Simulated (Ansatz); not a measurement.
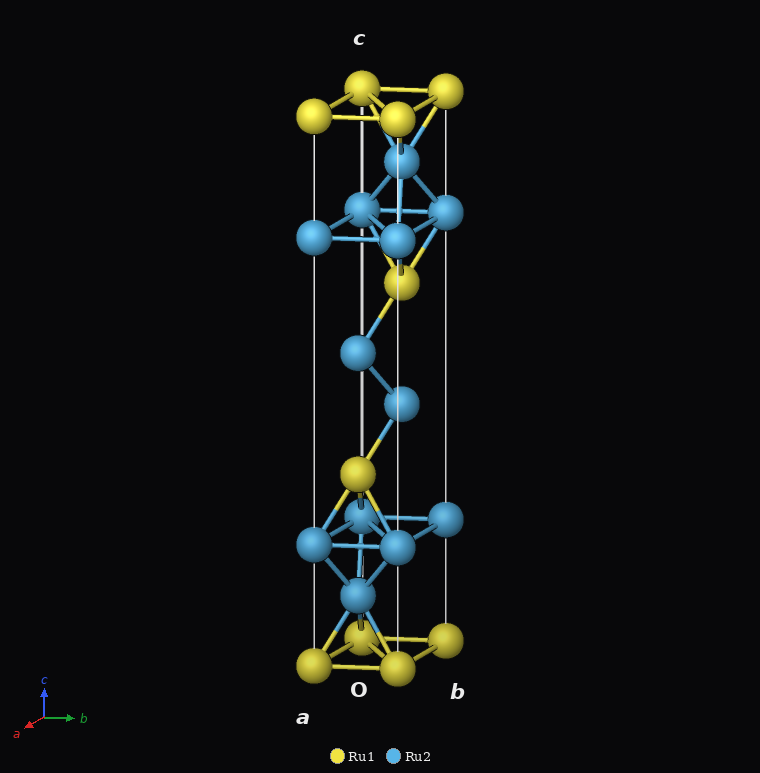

One unit cell; atoms that symmetry makes equivalent share a colour (atoms on faces, edges and corners are repeated). Crystal: Ru, coordinates from a relaxation with Ansatz, DFT PBEsol, scalar-relativistic, plane waves, PAW; the starting structure was generated, so it need not be a known form of this composition. Geometry calculated from the standardised cell; symmetry tolerance 0.002 Å.

a = 2.686 Å, b = 2.686 Å, c = 19.232 Å, α = 90.00°, β = 90.00°, γ = 120.00°; space group R-3m (No. 166, hexagonal axes).

One atom of each site: Ru1 (0, 0, 0); Ru2 (1/3, 2/3, 0.887).

Give the multiplicity, Wyckoff letter and site symmetry of each site.

Answer.
| site | Wyckoff | symmetry |
| --- | --- | --- |
| Ru1 | 3a | -3m |
| Ru2 | 6c | 3m |

How many free positional parameters does the structure have?

Answer. 1: Ru1 0, Ru2 1.
